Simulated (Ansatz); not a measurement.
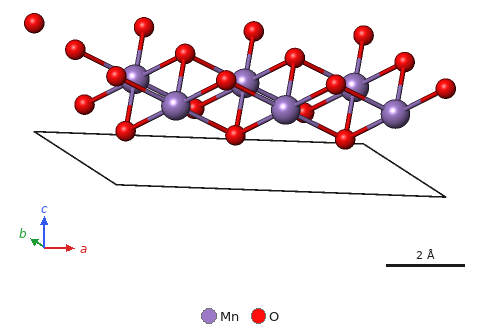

Normal modes of a free-standing layer of MnO2 (a generated structure), space group P-3m1 (No. 164), at the zone centre. A ball-and-stick model of the 3 × 2 repeat of the cell, outlined in the plane, without the vacuum, seen slightly off an axis.

The calculation used DFT PBE, scalar-relativistic, plane waves, PAW in Ansatz 0.2.0. Settings: plane-wave cutoff 420 eV; k-point mesh 12 × 12 × 1; occupations gaussian; smearing width 0.02 eV; collinear spin.

Frequencies are those without the non-analytic (LO–TO) term.

Question: Give the spectrum at this point.

Answer: The calculation's cell holds 3 atoms, so there are 6 optical modes, in 4 levels. The optical modes span E_u + E_g + A₁g + A₂u. No level is unstable.

```json
{"level": "1", "symmetry": "E_u", "frequency (cm⁻¹)": "404", "activity": "infrared-active"}
{"level": "2", "symmetry": "E_g", "frequency (cm⁻¹)": "494", "activity": "Raman-active"}
{"level": "3", "symmetry": "A₁g", "frequency (cm⁻¹)": "565", "activity": "Raman-active"}
{"level": "4", "symmetry": "A₂u", "frequency (cm⁻¹)": "610", "activity": "infrared-active"}
```

The displacement patterns (one member of each degenerate set):

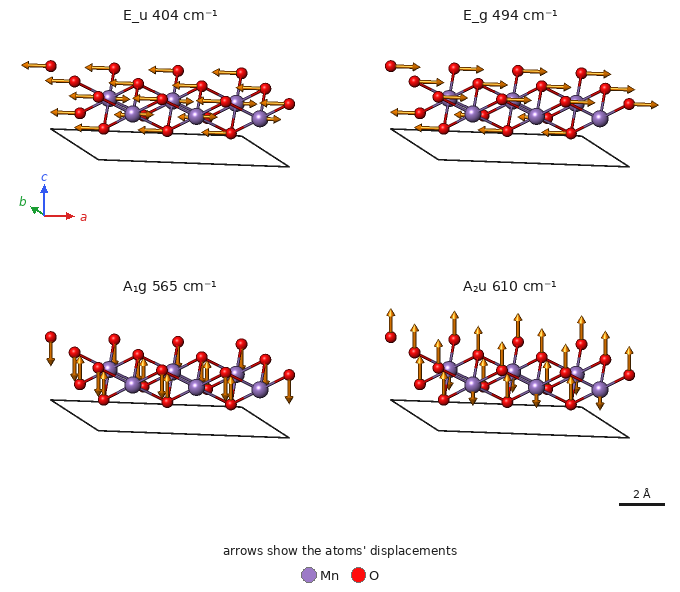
